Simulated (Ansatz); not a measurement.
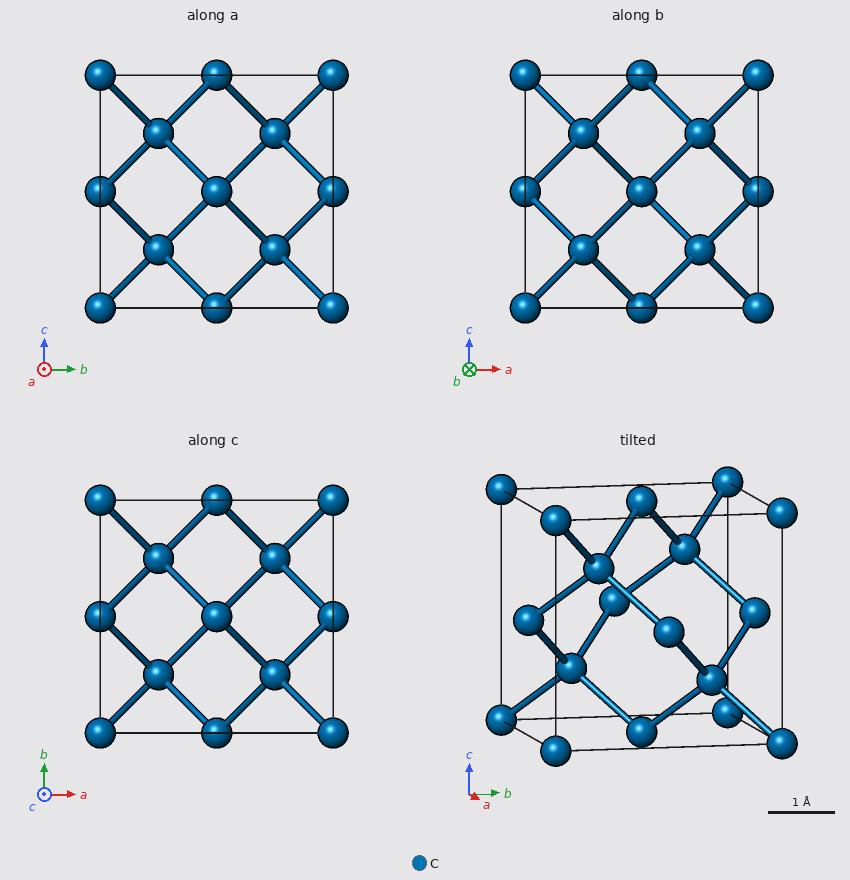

An orthographic ball-and-stick view of the structure, along the a axis, along the b axis, along the c axis and slightly off an axis. The edges of the conventional unit cell are marked.

Lattice parameters: a = 3.554 Å, b = 3.554 Å, c = 3.554 Å, α = 90.00°, β = 90.00°, γ = 90.00°. Put a along x and b in the xy plane.

**Write down what is shown as a POSCAR file.**

```
C
1.0
     3.554    0.000    0.000
     0.000    3.554    0.000
     0.000    0.000    3.554
C
8
Direct
  0.2500 0.2500 0.2500
  0.5000 0.0000 0.5000
  0.2500 0.7500 0.7500
  0.5000 0.5000 0.0000
  0.7500 0.2500 0.7500
  0.0000 0.0000 0.0000
  0.7500 0.7500 0.2500
  0.0000 0.5000 0.5000
```

Its origin is a structure type filled with this element by a generator (whether the element takes this form wasn't checked). Atoms and cell were optimised with DFT PBEsol, scalar-relativistic, plane waves, PAW (Ansatz 0.2.0).
